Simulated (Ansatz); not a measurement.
# A series of single points on AlN

System: AlN (4 atoms in the cell).
Method: DFT PBE, scalar-relativistic, plane waves, PAW, no spin polarisation (Ansatz 0.2.0).

The 9 runs differ only in the geometry, by a shift of atoms along one path in a fixed cell. The shift s is measured from run 5: N3 moves along the Cartesian direction (−0.83, −0.48, 0.30), and N4 with it in fixed proportion. The structure derives from an entry of the Crystallography Open Database.

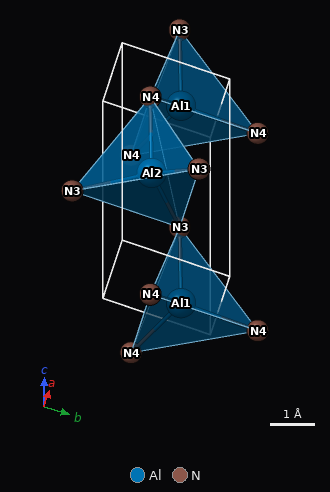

Figure 1. The structure of run 5 (polyhedral view of the cell of the calculation, seen at an oblique angle; polyhedra are completed across the faces of the cell; atoms are numbered from 1 in the order of the input).

## Input of run 5
```yaml
crystal:
  lattice:
    - [3.1110021516, 0.0, 0.0]
    - [-1.5555010758, 2.6942068945, 0.0]
    - [0.0, 0.0, 4.978]
  atoms:
    - { symbol: Al, position: [0.3333333333, 0.6666666667, 0.0] }
    - { symbol: Al, position: [0.6666666667, 0.3333333333, 0.5] }
    - { symbol: "N", position: [0.315651381, 0.6578256905, 0.3880501368] }
    - { symbol: "N", position: [0.6489847143, 0.3244923572, 0.8880501368] }
basis:
  ecutwfc: 420
kpoints:
  mp_grid: { grid: [9, 9, 6] }
hamiltonian:
  xc: pbe
scf:
  occupations: { method: gaussian, width: 0.05 }
output:
  forces: true
  stress: true
  eigenvalues: true
```

Run 6 differs from it as follows:
```diff
-    - { symbol: "N", position: [0.315651381, 0.6578256905, 0.3880501368] }
-    - { symbol: "N", position: [0.6489847143, 0.3244923572, 0.8880501368] }
+    - { symbol: "N", position: [0.2979694287, 0.6489847143, 0.3911002736] }
+    - { symbol: "N", position: [0.631302762, 0.315651381, 0.8911002736] }
```

## Results, with one run withheld

```tsv
run	shift s of N3 (Å)	free energy per atom, from the lowest run given (meV)	pressure (GPa)	gap on the mesh (eV)	force along the path (eV/Å)
1	−0.2500	125.53	8.73	3.91	5.245
2	−0.2000	67.66	6.74	4.03	4.008
3	−0.1500	25.55	5.28	4.13	2.719
4	−0.1000	0.00	4.36	4.17	1.355
5	0.0000	3.27	4.38	4.09	−1.702
6	0.0500	?	?	?	?
7	0.1000	90.51	7.23	3.90	−5.414
8	0.1250	127.67	8.45	3.85	−6.486
9	0.1500	171.74	9.89	3.80	−7.630
```

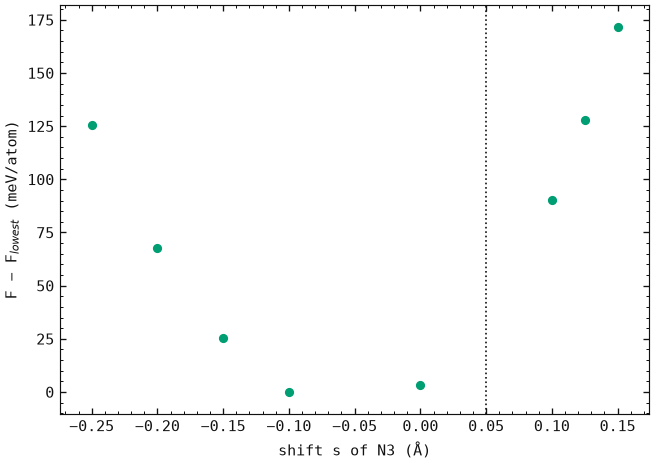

Figure 2. Free energy per atom of the runs given; the dotted line marks run 6.

What should run 6 give?

A cubic polynomial in the coordinate, fitted to the 8 runs given, misses them by at most 0.58 meV per atom. With x = s + 0.0406, it reads F = −7.9391 + 101.07 x + 3980.8 x² + 2204.5 x³ (meV per atom). At run 6 it gives 35.53 meV per atom, and the run itself gives 35.31. The slope of the fit gives a force −dF/ds of −3.507 eV/Å along the path (summed over the atoms that move), and the printed forces give −3.456 eV/Å. The fit has its minimum at s = −0.0534 Å. The gap on the mesh lies between 3.80 eV (run 9) and 4.17 eV (run 4); run 6 has 4.00 eV. These are gaps of this functional on this mesh, which can miss the band edges; they aren't the measured gap.

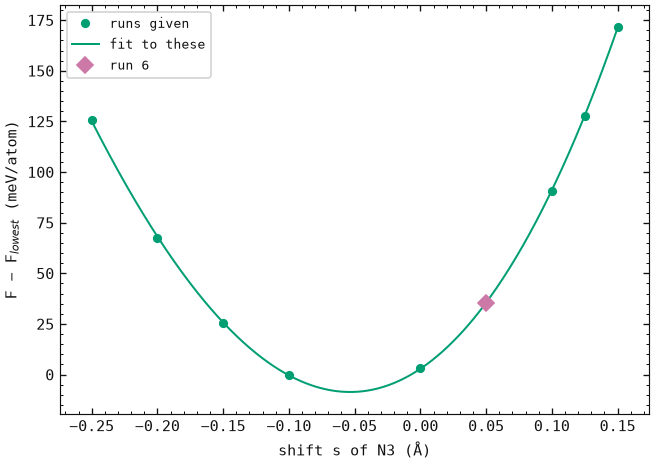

Figure 3. The fit and the withheld run.

## Output, shortened to warnings, some set-up lines, iterations and results (run 6)
```
Basis set: ecut = 420 eV, 809 PW (Γ), exchange–correlation on 48×48×72 points (8 copies of the dense FFT grid, shifted against one another)
Symmetry: 2 space group operations
k-points: 140 of 486 (time reversal used)
Initial density: superposition of atomic densities (neutral atoms: chi_scale 0, normalization atom), corrected by the library's trained network
[...]
SCF iter   1: F=—  HF=-1848.321218 eV  |F-HF|=—  |Δ(HF+E_count)|=         —  Δρ=9.30e-4  dr2=1.84e-4  ethr=1.77e-3  ⟨swp⟩=5.6  Hψ=11046  notcnv=0
SCF iter   2: F=—  HF=-1848.321568 eV  |F-HF|=—  |Δ(HF+E_count)|=   3.51e-4  Δρ=4.48e-4  dr2=3.16e-5  ethr=1.15e-6  ⟨swp⟩=2.5  Hψ=3807  notcnv=0
SCF iter   3: F=—  HF=-1848.321578 eV  |F-HF|=—  |Δ(HF+E_count)|=   9.92e-6  Δρ=6.52e-5  dr2=7.14e-7  ethr=1.98e-7  ⟨swp⟩=2.6  Hψ=2997  notcnv=0
SCF iter   4: F=-1848.321580 eV  HF=-1848.321580 eV  |F-HF|=2.56e-8  |Δ(HF+E_count)|=   1.76e-6  Δρ=1.22e-5  dr2=2.98e-8  ethr=4.47e-9  ⟨swp⟩=2.3  Hψ=2824  notcnv=0
SCF iter   5: F=-1848.321580 eV  HF=-1848.321580 eV  |F-HF|=5.36e-9  |Δ(HF+E_count)|=   3.41e-8  Δρ=2.72e-6  dr2=7.39e-9  ethr=1.86e-10  ⟨swp⟩=2.0  Hψ=2535  notcnv=0
SCF iter   6: F=-1848.321580 eV  HF=-1848.321580 eV  |F-HF|=4.08e-10  |Δ(HF+E_count)|=   1.50e-9  Δρ=8.61e-7  dr2=6.54e-10  ethr=4.62e-11  ⟨swp⟩=2.0  Hψ=5098  notcnv=0
SCF 1 converged in 6 iterations: F = -1848.321580 eV  dr2 = 6.54e-10
SCF converged after 6 iterations
Free energy (F): -1848.321580 eV
Harris-Foulkes:  -1848.321580 eV  (|F-HF|=4.08e-10)
Internal energy: -1848.321580 eV  (E = F + TS)
E sigma→0 (E₀):  -1848.321580 eV
Fermi energy:    9.350171 eV
--- Per-component energies (eV) ---
  E_band       = 30.581902
  E_kinetic    = 319.382126
  E_local      = -448.867426  (includes V_loc(G=0)·N_el)
  E_nonlocal   = 111.055671
  E_hartree    = 155.875892
  E_xc         = -203.816009
  E_vxc        = -216.104147  (∫ρ·V_xc dr)
  E_paw        = -1190.424673  (= ΣΔE_a)
  E_vpaw       = -46.636387  (= ΣTr[D̂ρ^β])
  E_aug_tail   = 0.000193  (compensation charges beyond the density's cutoff)
  E_ewald      = -591.527354
  E_smearing   = -0.000000  (= −TS)
  E_closure    = -0.000000  (closes the sum)
  Σ components = -1848.321580   (vs F -1848.321580, Δ=0.00e0)
--- Forces (eV/Å), atoms counted from 1 ---
  atom   1  Al    -1.17058323    -0.67583654     0.63409237
  atom   2  Al    -1.61230076    -0.93086228     0.66395349
  atom   3  N      1.61462516     0.93220427    -0.66489605
  atom   4  N      1.16826080     0.67449569    -0.63318747
  max |Σ_I F_I| component: 3.77e-5 eV/Å
--- Stress (GPa, compression-positive) ---
        8.158050       0.611496      -3.385801
        0.611496       7.451954      -1.954793
       -3.385772      -1.954776       0.640813
  P = ⅓ Tr σ = 5.4169 GPa (54.169 kbar)
```
